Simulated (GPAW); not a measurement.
# Optical response of KCl (Sylvite), part 2 of 2

Wanted: where KCl (Sylvite) starts to absorb, how strongly, and its refractive index.

GPAW 26.7.0; DFT, PBE, plane-wave PAW (GPAW data sets), scalar-relativistic, RPA, optical limit.

So far. Step 2 (Ground state): There is a gap, 5.19 eV on this mesh (points off the mesh can give less), so no carriers' term is needed.

### 4. Dielectric function, RPA (continued)

The Im ε, E ∥ x has structure finer than the step of the table below, so its rows give means over 1 eV, whole bins alone (the curve runs from 0 to 21.9 eV). Peaks (eV: height): 7.5: 2.05, 8.0: 2.98, 11.1: 2.47, 17.6: 1.56, 20.2: 1.10.

Values under the direct gap are tails of Lorentzian lines. Table of Im ε, E ∥ x by photon energy; means over each step:

| photon energy (eV) | Im ε, E ∥ x |
| --- | --- |
| 1 | 0.00246 |
| 2 | 0.00545 |
| 3 | 0.00996 |
| 4 | 0.0194 |
| 5 | 0.119 |
| 6 | 0.529 |
| 7 | 1.20 |
| 8 | 2.22 |
| 9 | 1.32 |
| 10 | 1.45 |
| 11 | 2.25 |
| 12 | 1.20 |
| 13 | 0.736 |
| 14 | 0.599 |
| 15 | 0.245 |
| 16 | 0.603 |
| 17 | 1.07 |
| 18 | 0.935 |
| 19 | 0.726 |
| 20 | 0.895 |
| 21 | 0.799 |

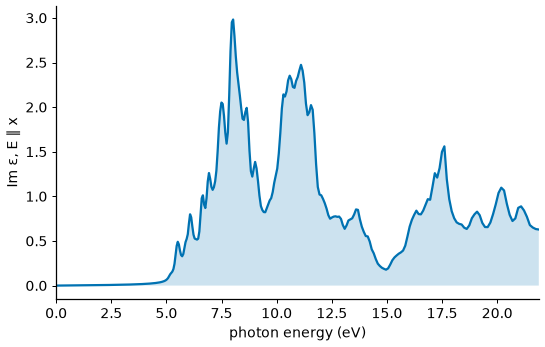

Im ε, E ∥ x against photon energy.

Table of Re ε, E ∥ x by photon energy:

| photon energy (eV) | Re ε, E ∥ x |
| --- | --- |
| 0 | 2.17 |
| 2 | 2.22 |
| 4 | 2.43 |
| 6 | 3.07 |
| 8 | 2.44 |
| 10 | 2.37 |
| 12 | 0.307 |
| 14 | 0.692 |
| 16 | 1.64 |
| 18 | 0.711 |
| 20 | 1.16 |

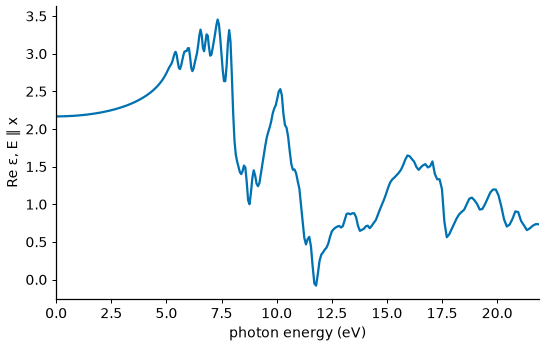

Re ε, E ∥ x against photon energy.

The refractive index n and extinction k by photon energy:

| photon energy (eV) | n | k |
| --- | --- | --- |
| 0 | 1.47 | 0 |
| 1 | 1.48 | 8.2e-4 |
| 2 | 1.49 | 0.00181 |
| 3 | 1.51 | 0.00324 |
| 4 | 1.56 | 0.00597 |
| 5 | 1.66 | 0.0197 |
| 6 | 1.76 | 0.184 |
| 7 | 1.76 | 0.334 |
| 8 | 1.77 | 0.838 |
| 9 | 1.30 | 0.524 |
| 10 | 1.59 | 0.402 |
| 11 | 1.40 | 0.849 |
| 12 | 0.827 | 0.614 |
| 13 | 0.920 | 0.369 |
| 14 | 0.893 | 0.323 |
| 15 | 1.09 | 0.0850 |
| 16 | 1.30 | 0.240 |
| 17 | 1.30 | 0.392 |
| 18 | 0.942 | 0.419 |
| 19 | 1.09 | 0.371 |
| 20 | 1.16 | 0.423 |
| 21 | 1.02 | 0.431 |

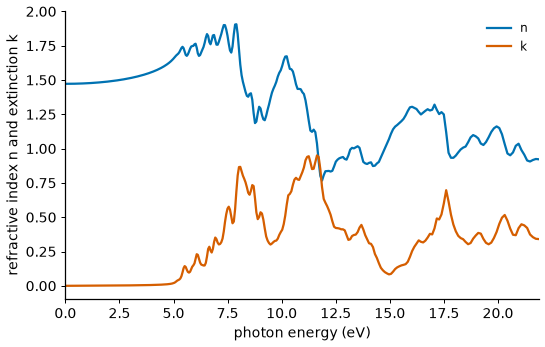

Refractive index n and extinction k, plotted against photon energy.

The reflectivity at normal incidence, E ∥ x has structure finer than the step of the table below, so its rows give means over 2 eV, whole bins alone (the curve runs from 0 to 21.9 eV). Peaks (eV: height): 8.0: 15.6, 11.7: 19.6, 17.6: 10.0, 20.3: 6.09.

The reflectivity at normal incidence, E ∥ x by photon energy; means over each step:

| photon energy (eV) | reflectivity at normal incidence, E ∥ x (%) |
| --- | --- |
| 2 | 3.89 |
| 4 | 4.87 |
| 6 | 7.65 |
| 8 | 10.9 |
| 10 | 8.24 |
| 12 | 11.0 |
| 14 | 2.50 |
| 16 | 2.43 |
| 18 | 4.83 |
| 20 | 3.79 |

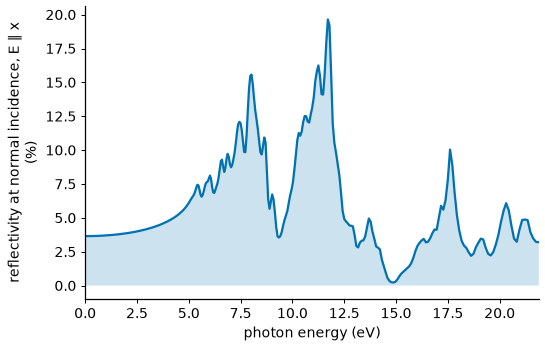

Reflectivity at normal incidence, E ∥ x against photon energy.

The Im ε, E ∥ x has structure finer than the step of the table below, so its rows give means over 1 eV, whole bins alone (the curve runs from 0 to 21.9 eV). Peaks (eV: height): without local fields 7.5: 3.29, 8.0: 4.44, 10.2: 4.41, 15.7: 2.24, 20.8: 2.48; with local fields 7.5: 2.05, 8.0: 2.98, 11.1: 2.47, 17.6: 1.56, 20.2: 1.10.

Values under the direct gap are tails of Lorentzian lines. Table of Im ε, E ∥ x by photon energy; means over each step:

| photon energy (eV) | without local fields | with local fields |
| --- | --- | --- |
| 1 | 0.00347 | 0.00246 |
| 2 | 0.00767 | 0.00545 |
| 3 | 0.0139 | 0.00996 |
| 4 | 0.0264 | 0.0194 |
| 5 | 0.140 | 0.119 |
| 6 | 0.618 | 0.529 |
| 7 | 1.82 | 1.20 |
| 8 | 3.19 | 2.22 |
| 9 | 1.88 | 1.32 |
| 10 | 3.22 | 1.45 |
| 11 | 2.66 | 2.25 |
| 12 | 0.977 | 1.20 |
| 13 | 0.972 | 0.736 |
| 14 | 0.781 | 0.599 |
| 15 | 1.06 | 0.245 |
| 16 | 1.63 | 0.603 |
| 17 | 0.726 | 1.07 |
| 18 | 0.872 | 0.935 |
| 19 | 1.10 | 0.726 |
| 20 | 1.16 | 0.895 |
| 21 | 2.13 | 0.799 |

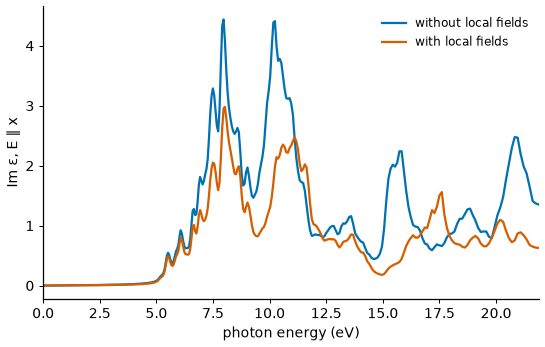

Im ε, E ∥ x against photon energy.

From ε follow the optical constants at some laser and lamp lines:

| wavelength (nm) | n | k | R (%) | 1/α |
| --- | --- | --- | --- | --- |
| 800 | 1.48 | 0.001 | 3.8 | 48 µm |
| 633 | 1.49 | 0.002 | 3.9 | 29 µm |
| 532 | 1.50 | 0.002 | 3.9 | 19 µm |
| 450 | 1.51 | 0.003 | 4.1 | 13 µm |
| 365 | 1.53 | 0.004 | 4.4 | 7.1 µm |
| 308 | 1.56 | 0.006 | 4.8 | 4.0 µm |
| 248 | 1.66 | 0.020 | 6.1 | 1.0 µm |

Below the direct gap, k and the depth come from the tails of the Lorentzian lines, not from transitions.

### 5. Summary of results

```json
{
  "electronic dielectric constant ε∞, mean over x, y and z (by symmetry where fewer were run) (RPA)": "2.17",
  "main peak of Im epsilon, first axis": "8.00 eV"
}
```

In words: At this level (PBE, RPA) KCl has ε∞ = 2.17 and n = 1.47 at 1550 nm, and Im ε peaks at 8.0 eV. On the mesh the gap is 5.19 eV and the least direct gap 5.19 eV. Local fields change the static value along x from 2.57 to 2.17 (-16 %). Distinct maxima of Im ε, read by a parabola through the highest points, lie at 7.52 eV (2.1), 8.00 eV (3.0), 10.60 eV (2.4) and 11.10 eV (2.5). Excitons and phonon-assisted transitions are missing; PBE gaps are as a rule too small, which pulls the onset down and ε∞ up. The sum runs over mesh points, so small or evenly spaced maxima can still be ripples of the mesh.

[Machine, clock and banner lines and Python warnings are left out of the logs.]

[Logs are printed without paths, hosts, clocks, repeated set-up lines and the standing remarks that a program may print on its own settings, such as how far it seeks lower states.]

[Hosts, paths, dates, database ids (printed as entryN), source tags and the programs' standing remarks are cut or masked in the printed files.]
